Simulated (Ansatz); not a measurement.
CsI, space group Pm-3m (No. 221), a = 4.655 Å, b = 4.655 Å, c = 4.655 Å, α = 90.00°, β = 90.00°, γ = 90.00°

```tsv
site	Wyckoff	x	y	z
Cs	1a	0.0000	0.0000	0.0000
I	1b	0.5000	0.5000	0.5000
```

Origin: coordinates from a relaxation with DFT PBE, scalar-relativistic, plane waves, PAW (Ansatz 0.2.0).

Q: Describe the coordination of Cs.

A: CsI8: an essentially ideal cube (coordination number 8, S = 0.00; next best hexagonal bipyramid, S = 8.4). Bonds: 8 × Cs–I 4.03 Å. The next neighbour, not counted, lies at 4.66 Å.

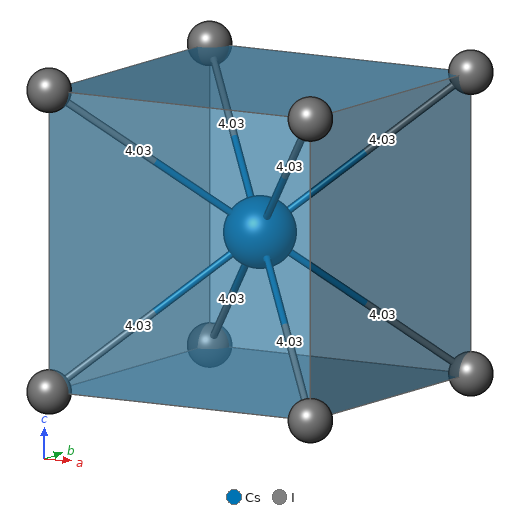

The polyhedron about Cs. Shape measures S are computed against regular polyhedra or, for capped shapes, the nearer of the equal-edge and equal-bond forms.
